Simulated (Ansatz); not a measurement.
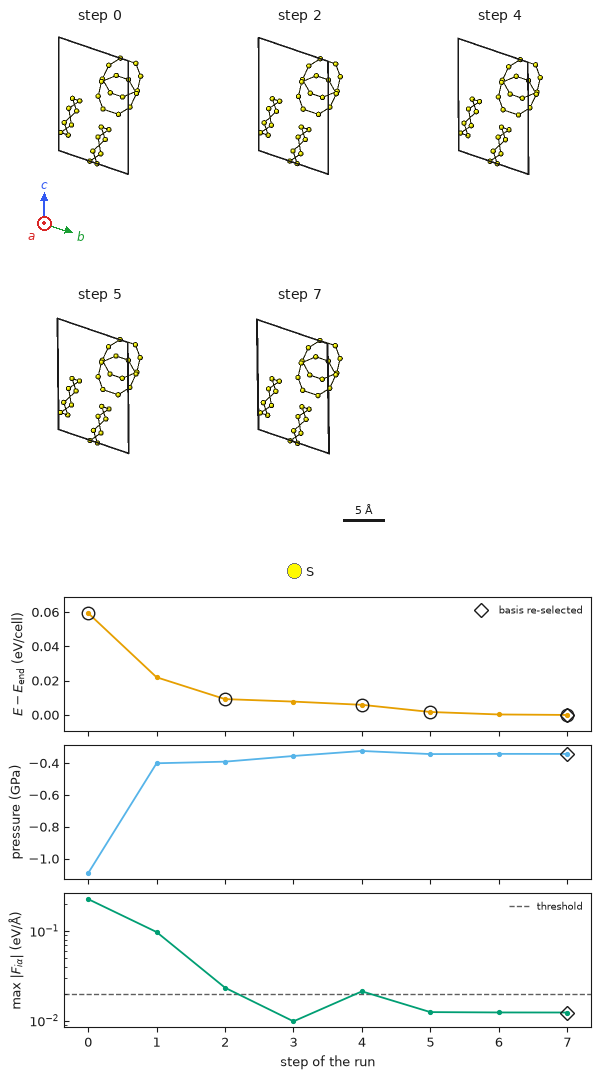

Frames of a relaxation of solid S (built on the alpha type), marked on the history of the run. Style: ball-and-stick. Shown: the reduced cell, along the a axis. Lengths and directions refer to the drawn axes.

All numbers below come from Ansatz, DFT r2SCAN, scalar-relativistic, plane waves, PAW. (plane-wave cutoff 500 eV; k-point mesh 4 × 4 × 4; occupations gaussian; smearing width 0.05 eV; no spin polarisation; cell relaxed at fixed volume; force threshold 0.02 eV/Å; at most 40 steps)

**Describe the path.**

The largest moves relative to the cell, 0.11 Å, are those of S atoms. The drawn cell changes at constant volume: a = b 9.137 → 9.313 Å (+1.9 %), c 14.326 → 13.939 Å (−2.7 %), α 104.8° → 105.3°, β 104.8° → 105.3°, γ 101.4° → 102.3°. Some distances before and after: S–S 2.067 → 2.057 Å. The space group stays Fddd (No. 70). Over 6 accepted moves (7 points after the start) the energy falls by 59.5 meV per cell of the calculation. The largest force component goes from 0.23 to 0.012 eV/Å. The pressure goes from −1.09 to −0.34 GPa. At 1 point the geometry stayed and the basis and grid were re-selected for the new cell (energy shift of 0.3 meV per cell of the calculation at most each time). From step 0 to 2: S atoms move most (0.03 Å), energy −50.2 meV per cell of the calculation. From step 2 to 4: S atoms move most (0.03 Å), energy −3.3 meV per cell of the calculation. From step 4 to 5: S atoms move most (0.05 Å), energy −4.2 meV per cell of the calculation. From step 5 to 7: S atoms move most (0.03 Å), energy −1.7 meV per cell of the calculation.
